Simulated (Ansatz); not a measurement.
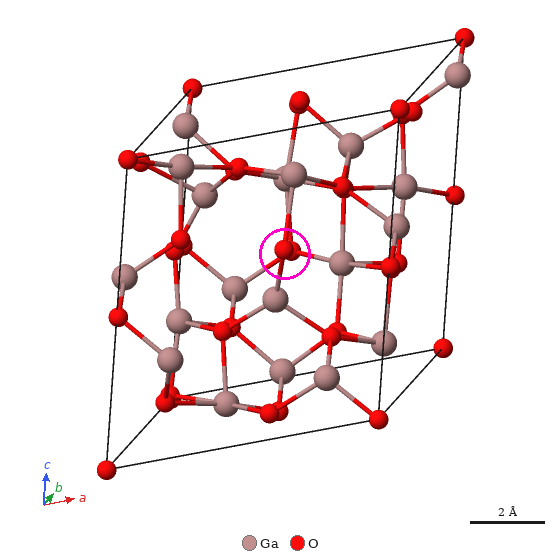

A ball-and-stick rendering, viewed slightly off an axis. The supercell is drawn as a box. The host is Ga₂O₃, in a cell of 40 sites, and the cell carries a charge of +2. A ring marks the defect's site.

Q: Where does the cell differ from the host, and how?

A: An oxygen vacancy. Around the empty site lie two Ga at about 2.2 Å.

Method used: Ansatz 0.2.0, DFT PBEsol, scalar-relativistic, plane waves, PAW. It ran with a cutoff energy of 420 eV, a 2×2×2 mesh of k-points, Gaussian smearing of 0.02 eV, collinear spins.

Q: Is the defect magnetic?

A: No net moment.

The atoms were relaxed in the host's cell with Ansatz, DFT PBEsol, scalar-relativistic, plane waves, PAW.
